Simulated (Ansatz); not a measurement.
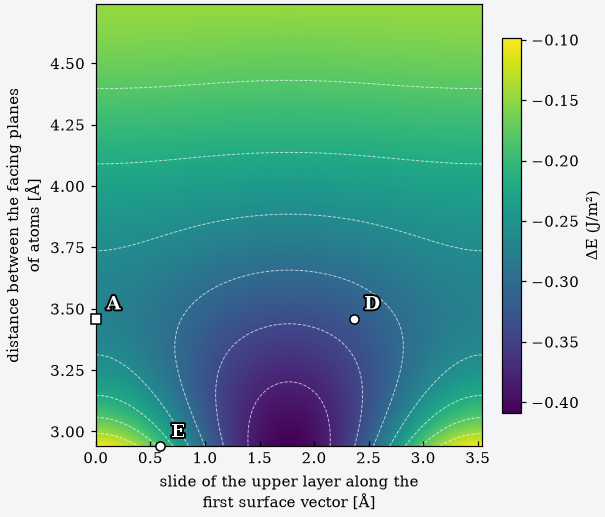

A bilayer of two PtS₂ sheets (1T type) (6 atoms in the cell). The upper layer of a bilayer is slid along a line and lifted, both layers rigid. First axis: slide of the upper layer along the first surface vector, from S4 above S3. Second axis: distance between the facing planes of atoms. Grid: 6 × 6 points; 24 points were computed and 12 follow by symmetry. Points are written as (first, second). All energies are given in J/m² relative to the two layers apart. All numbers below come from Ansatz 0.2.0, DFT PBE+D3(BJ), scalar-relativistic, plane waves, PAW. Settings: cutoff 420 eV, k-mesh 9×9×1, gaussian smearing 0.05 eV, no spin polarisation.

In the figure: a smooth colour map with a few white contour lines, lettered points. Between grid points the surface is interpolated.

What kind of point is each of A, D: minimum, saddle, maximum or slope?

A: saddle point; D: on a slope. (In these two coordinates alone; a stationary point may lie a little off the grid point.)

Rank the lettered points by energy, lowest first.

D (−0.321 J/m²), A (−0.272 J/m²), E (−0.187 J/m²).
